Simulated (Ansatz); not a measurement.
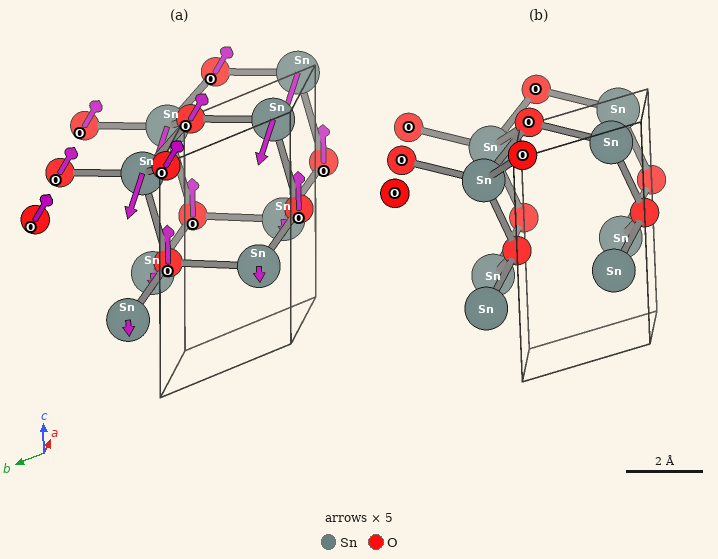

The structure of a crystal of SnO (a generated structure, set up in P1) (coarse preliminary run) before (left) and after (right) a relaxation, at one scale. The purple arrows give the displacements (the part carried along by the change of the cell is left out), magnified 5 times.

Style: ball-and-stick. Shown: the cell of the calculation, reduced to other axes, repeated 2 × 2 × 1 with one cell outlined, from a free direction. Lengths and directions refer to the drawn axes.

Level of theory: DFT PBE, scalar-relativistic, plane waves, PAW (Ansatz).

Input file:
```yaml
crystal:
  lattice:
    - [-0.1026551652, -2.6941169021, -2.7218819506]
    - [-2.7874084118, -0.0474452653, -2.7770918504]
    - [2.6489230375, 2.7212612275, -5.3682530613]
  atoms:
    - { symbol: Sn, position: [0.6261512274, 0.6234713038, 0.1005220071] }
    - { symbol: Sn, position: [0.1599973969, 0.1039333155, 0.6242975492] }
    - { symbol: O, position: [0.5177854159, 0.5165497256, 0.5136735891] }
    - { symbol: O, position: [0.9460659598, 0.0060456551, 0.0115068545] }
basis:
  ecutwfc: 420
kpoints:
  mp_grid: { grid: [6, 6, 6] }
hamiltonian:
  xc: pbe
scf:
  occupations: { method: gaussian, width: 0.2 }
  lower_state_search: "off"
output:
  forces: true
  stress: true
  eigenvalues: true
relax:
  adjacent_minimum: "off"
  f_tol: 0.025
  max_steps: 60
  cell: { stress_tol: 0.25 }
```

Command:
```bash
ansatz run input.yaml --threads 1 --pin off --max-ram 2048MiB --backend cpu --events-out ev --progress --plain --runs-dir out
```

Question: Describe what moved and what it gained.

Answer: The run was cut off at its time limit before the relaxation converged, so the last structure is only a point on the way. The energy falls by 134 meV per atom in 7 geometry steps. The largest force component goes from 0.51 to 0.14 eV/Å. Pressure: 2.34 GPa at the start and −0.51 GPa at the end. The atom that moves furthest relative to the cell is O3 (0.30 Å roughly along [3 0 1]). Largest moves by element: O 0.30 Å, Sn 0.26 Å. The volume changes by −4.8 %, with a 3.770 → 3.499 Å (−7.2 %), b 3.831 → 3.549 Å (−7.4 %), c 6.576 → 6.513 Å (−1.0 %), α 106.2° → 101.0°, β 90.9° → 100.6°, γ 117.7° → 101.3°. Some distances before and after: Sn1–O4 2.239 → 2.736 Å, Sn2–O3 2.484 → 2.846 Å, Sn1–O3 2.576 → 2.325 Å, Sn1–O4 (another image) 2.365 → 2.177 Å. Among the angles between lasting bonds that change: Sn1–O4–Sn2 109.2° → 127.0°, O3–Sn1–O4 100.9° → 113.9°, Sn1–O3–Sn2 110.3° → 123.3°. The space group stays P1 (No. 1).
